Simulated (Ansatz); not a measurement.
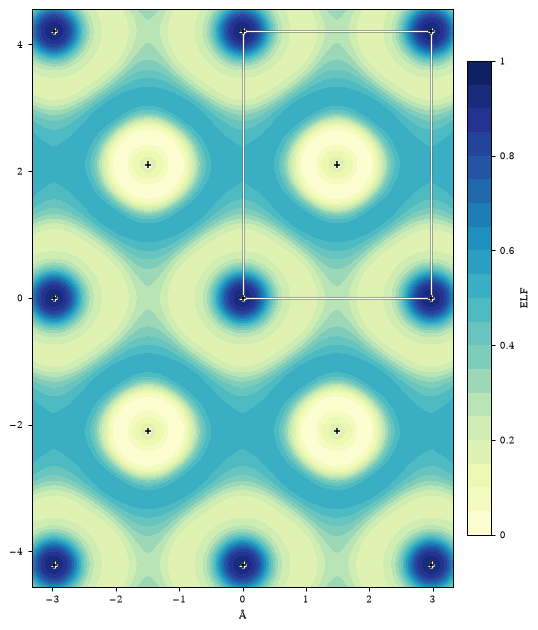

The ELF on a plane through atoms (crosses mark nuclei in the plane).

Theory: Kohn-Sham DFT of a periodic cell, HSE06, Ansatz PAW in Ansatz.

Candidates:
A. Al, a = 2.76 Å, b = 2.76 Å, c = 4.77 Å, α = 90.00°, β = 90.00°, γ = 120.00°. Space group P6₃/mmc; a structure from a database of computed crystals, not necessarily the ambient phase; computed pressure about 5 GPa in this cell.
B. AlCu, a = 2.98 Å, b = 2.98 Å, c = 2.98 Å, α = 90.00°, β = 90.00°, γ = 90.00°. Space group Pm-3m; a structure from a database of computed crystals, not necessarily the ambient phase.
C. Ir, a = 2.75 Å, b = 2.75 Å, c = 4.46 Å, α = 90.00°, β = 90.00°, γ = 120.00°. Space group P6₃/mmc; a structure from a database of computed crystals, not necessarily the ambient phase; computed pressure about −15 GPa in this cell.

Which system is this?

Answer. Candidate B: AlCu on the (110) plane of the conventional cell, which holds Cu and Al. Al–Cu (2.58 Å): the ELF is about 0.40 at the midpoint.
